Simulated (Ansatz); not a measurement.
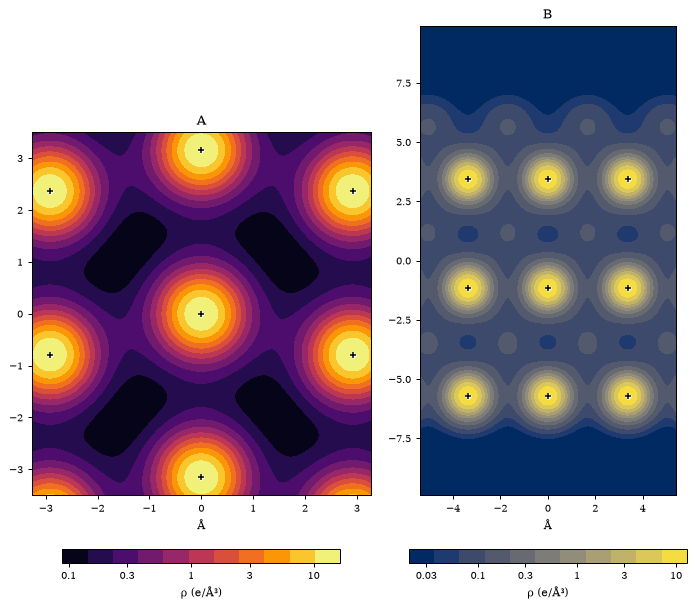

The valence pseudo-density of 2 systems, each on a plane through atoms (crosses mark nuclei in the plane).

All numbers below come from DFT PBEsol, scalar-relativistic, plane waves, PAW (Ansatz).

System 1: Sn, the (010) plane of the conventional cell. Space group I4₁/amd.

```cif
data_structure
_symmetry_space_group_name_H-M 'P 1'
_symmetry_Int_Tables_number 1
_cell_length_a 5.8378
_cell_length_b 5.8378
_cell_length_c 3.1526
_cell_angle_alpha 90.000
_cell_angle_beta 90.000
_cell_angle_gamma 90.000
_cell_volume 107.44
loop_
_atom_site_label
_atom_site_type_symbol
_atom_site_fract_x
_atom_site_fract_y
_atom_site_fract_z
_atom_site_occupancy
Sn1 Sn 0.00000 0.00000 0.00000 1
Sn2 Sn 0.50000 0.50000 0.50000 1
Sn3 Sn 0.00000 0.50000 0.25000 1
Sn4 Sn 0.50000 0.00000 0.75000 1
```

System 2: In (slab), the (010) plane of the calculation cell, a cut from vacuum to vacuum. 

```
In
1.0
     3.36853    0.00000    0.00000
     0.33834    3.35150    0.00000
     0.00000    0.00000   26.29563
In
6
Direct
  0.50000 0.50000 0.28296
  0.00000 0.00000 0.36915
  0.50000 0.50000 0.45602
  0.00000 0.00000 0.54398
  0.50000 0.50000 0.63085
  0.00000 0.00000 0.71704
```

**Which map belongs to which system?**

Panel A is system 1, Sn: the plane holds Sn. Sn–Sn (3.02 Å): ρ is about 0.25 e/Å³ halfway. Panel B is system 2, In: the plane holds In. In–In (3.37 Å): the density is about 0.12 e/Å³ at the midpoint.
